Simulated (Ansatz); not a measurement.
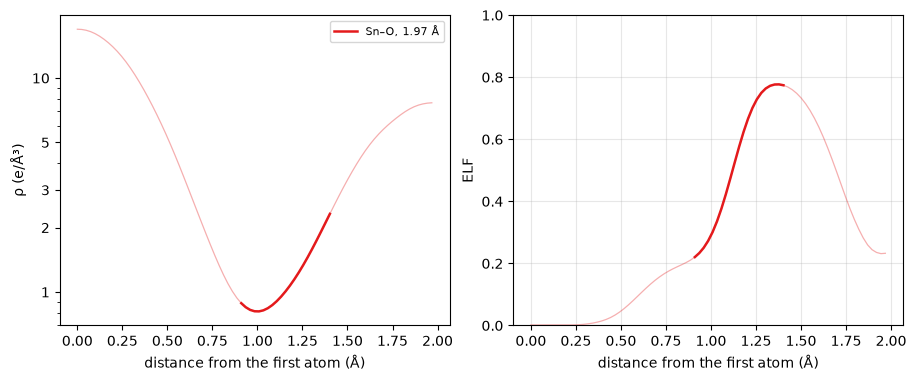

The picture shows: SnO$_{2}$. Valence pseudo-density and electron localisation function along straight lines between neighbouring atoms. Thin, pale parts lie inside the atomic spheres.

Space group P3₁21; started from the quartz_152 prototype, which need not be the ambient phase.

Theory: DFT PBE, scalar-relativistic, plane waves, PAW in Ansatz.

In a PAW calculation such maps are meaningful between the atoms, not at the nuclei.

What can be read from the curves?

Answer. Sn–O (1.97 Å): ρ is about 0.81 e/Å³ halfway; the ELF peaks at about 0.80 in the valence shell of O, 0.6 Å from its nucleus, and is about 0.25 at the midpoint; no localised pair shows between them.
